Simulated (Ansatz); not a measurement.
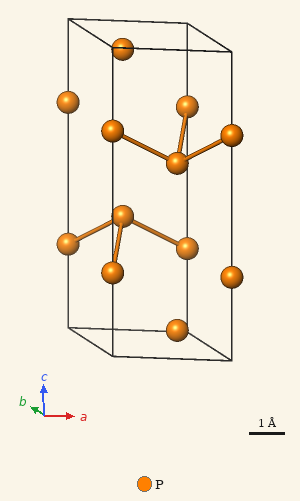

Normal modes of a crystal of P (a generated structure), at the zone centre. The picture is a ball-and-stick view of the conventional cell (3 times the calculation's cell), seen slightly off an axis. Lengths and directions refer to the drawn axes.

Theory: DFT PBE, scalar-relativistic, plane waves, PAW (Ansatz). Settings: plane-wave cutoff 420 eV; k-point mesh 20 × 20 × 18; occupations fermi dirac; smearing width 0.15 eV; no spin polarisation.

The frequencies depend somewhat on the k-mesh and the smearing.

### List the optical modes.

The calculation's cell holds 2 atoms, so there are 3 optical modes, in 2 levels. The optical modes span E_g + A₁g. No level is unstable.

```csv
level,symmetry,frequency (cm⁻¹),activity
1,E_g,263,Raman-active
2,A₁g,373,Raman-active
```

The displacement patterns (one member of each degenerate set):

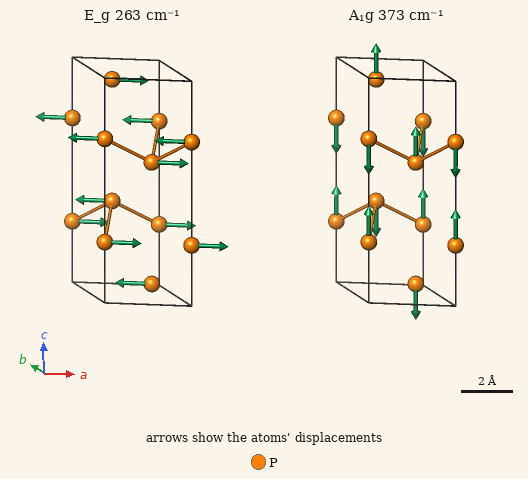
